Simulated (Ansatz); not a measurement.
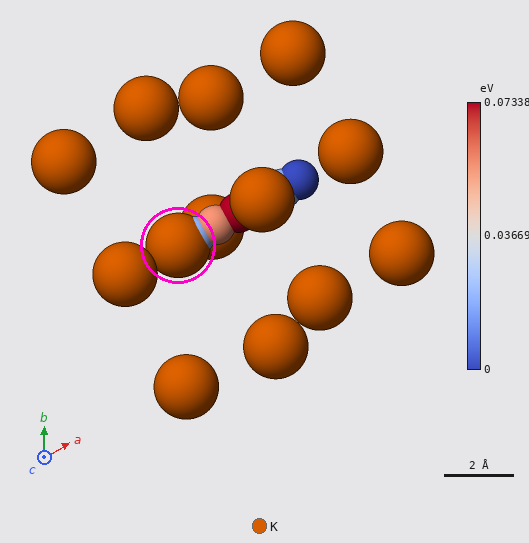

NEB run on a defect cell of composition K with a K vacancy (23 atoms in the cell). Images are numbered from 0 (start) to 6 (end). The start is drawn whole; smaller spheres mark the moving atoms (K) in the later images, joined by lines and coloured by the energy of the image relative to the start. Style: spheres-only. Shown: the atoms within 5.6 Å of the middle of the path, along the c axis. The moving atom is ringed, with any periodic copies.

The calculation used DFT PBEsol, scalar-relativistic, plane waves, PAW (Ansatz 0.2.0). Set-up: plane-wave cutoff 420 eV; k-point mesh 2 × 2 × 2; Gaussian smearing 0.1 eV; 5 movable images; no climbing image; force threshold 0.05 eV/Å; iteration limit 60.

Describe the path and its energy.

Answer. It is a vacancy jump: a nearby atom moves into the empty site and leaves its own site empty. A K atom travels furthest, 4.02 Å from end to end, along [3 0 −1], on a straight line. The barrier is about 0.073 eV in both directions, with image 3 at the top; the ends have the same energy. The band converged in 3 iterations. The largest component of the band force went from 0.09 to 0.0097 eV/Å. No image climbed, so the highest image needn't lie on the saddle point, and the true maximum along this path can be higher.
